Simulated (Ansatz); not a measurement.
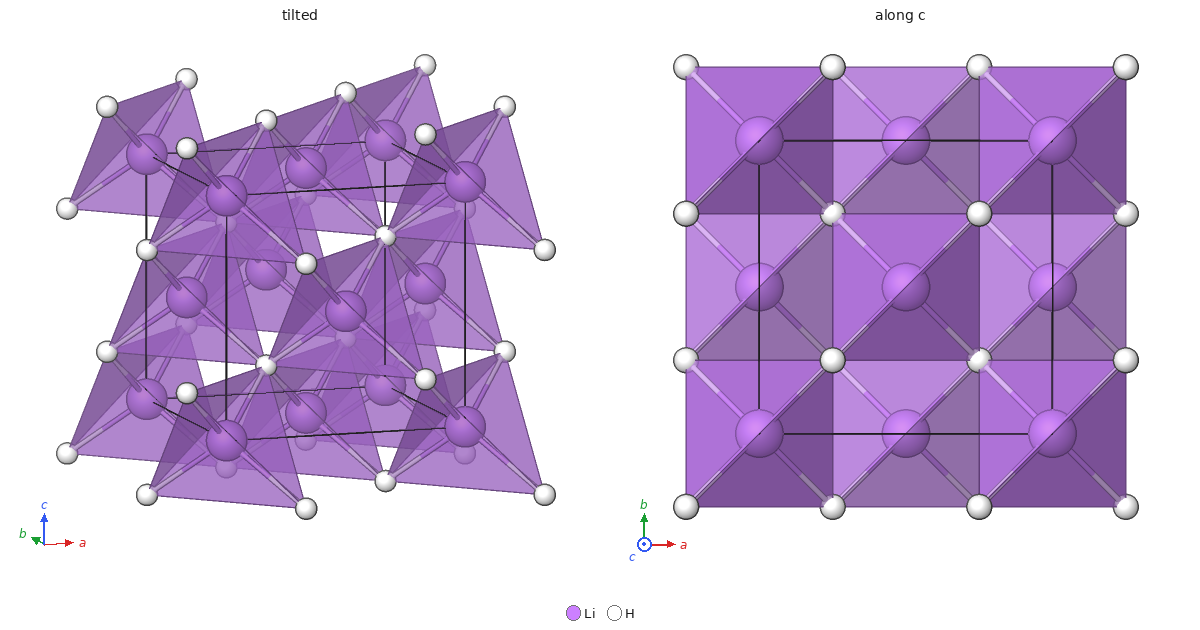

Crystal structure, polyhedral style, seen slightly off an axis and along the c axis. The lines enclose the drawn cell (a repeat of the simulation cell); boundary atoms appear with their images. Some atoms of the next cells are drawn as well.

LiH, a = 4.290 Å, b = 4.290 Å, c = 4.242 Å, α = 90.00°, β = 90.00°, γ = 90.00°. Strictly the space group is I-4m2 (No. 119, within 0.01 Å). It is a distorted form of a face-centred cubic structure, space group F-43m (No. 216) within 0.25 Å: zinc blende (sphalerite type). The model was built from a structure type filled with these elements by a generator (whether the compound takes this form wasn't checked). The cell was then strained or its atoms displaced on purpose. Ansatz was used for an electronic-structure calculation on it.

This one geometry was computed with Ansatz (DFT, plane waves, PAW) at three levels of theory: PBE, HSE06 and r2SCAN. It was relaxed with r2SCAN and then strained.

How does the band gap change with the level of theory?

Answer. PBE: a gap of 4.20 eV, indirect; r2SCAN: a gap of 4.73 eV, indirect; HSE06: a gap of 5.25 eV, indirect.

Collect the results in a table.

Answer.
| level | cutoff (eV) | k-mesh of the run's cell | gap (eV) | pressure (GPa) |
| --- | --- | --- | --- | --- |
| PBE | 420 | 10×10×10 | 4.20 | 0.3 |
| HSE06 | 420 | 8×8×8 | 5.25 | 0.0 |
| r2SCAN | 500 | 10×10×10 | 4.73 | 0.4 |

Gaps are taken on the k-mesh or band path of each run.
